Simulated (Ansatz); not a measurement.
## Electronic structure of KBr in real space

```xyz
8
Lattice="6.9203 0.0000 0.0000 0.0000 6.9203 0.0000 0.0000 0.0000 6.9203" Properties=species:S:1:pos:R:3 pbc="T T T"
Br    3.4601    0.0000    0.0000
Br    0.0000    3.4601    0.0000
Br    0.0000    0.0000    3.4601
Br    3.4601    3.4601    3.4601
K     0.0000    0.0000    0.0000
K     3.4601    3.4601    0.0000
K     3.4601    0.0000    3.4601
K     0.0000    3.4601    3.4601
```

Space group Fm-3m.

These are results of Kohn-Sham DFT of a periodic cell, RPBE, Ansatz PAW in Ansatz 0.2.0, not measurements.

The density is the valence pseudo-density of a PAW calculation; it isn't the true density close to the nuclei.

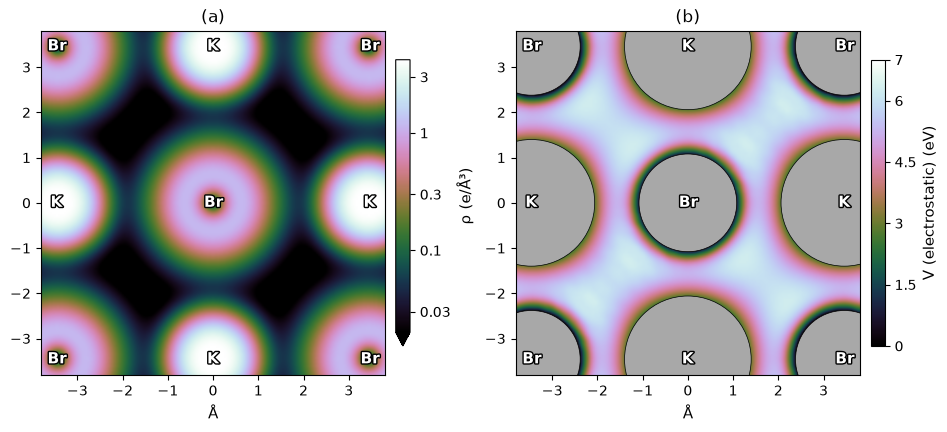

Figure 1. (a) valence charge density (pseudo); (b) electrostatic potential energy of an electron on the (001) plane of the conventional cell. Grey discs cover the atomic cores in the potential map.

What do the fields say about this system?

Answer. The plane passes through Br and K nuclei. K–Br (3.46 Å): ρ at the midpoint is about 0.07 e/Å³, with its minimum of 0.05 e/Å³ about 1.6 Å from K. Between the atoms the lowest density in this plane is 0.01 e/Å³. Outside the cores the potential energy rises away from the atoms and is highest about 1.8 Å from the nearest atoms; its zero is arbitrary.

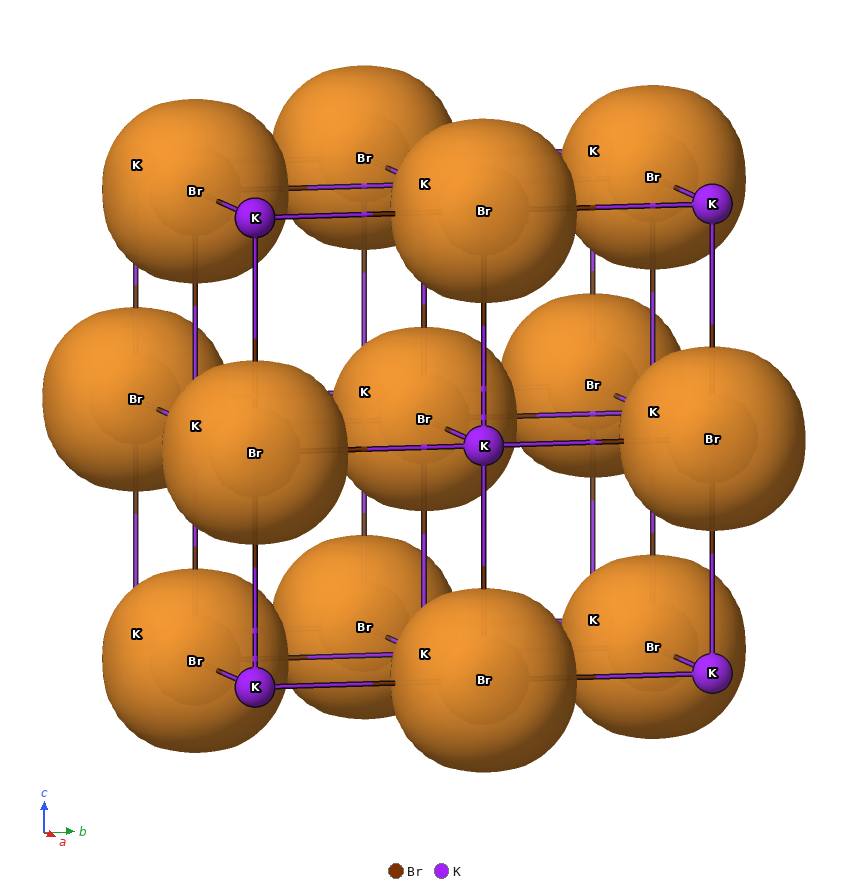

Figure 2. Isosurface of the electron localisation function at 0.75 (orange), seen slightly off an axis. Only the valence region is drawn (cores and ρ < 0.01 e/Å³ removed). Sticks mark near contacts.

Identify the bonds, lone pairs and shells in this picture.

Answer. The surface consists of four regions wrapped around Br (the valence shell of each), counted in one cell of 8 atoms. Regions shared between cells count once.


K–Br (3.46 Å): the ELF is about 0.10 at the midpoint (a closed-shell, largely ionic contact).

Does the calculation make it a metal, or give it a gap?

Answer. It is gapped, with a Kohn–Sham gap of 4.4 eV on the k-point mesh, an upper bound to the gap of this method.
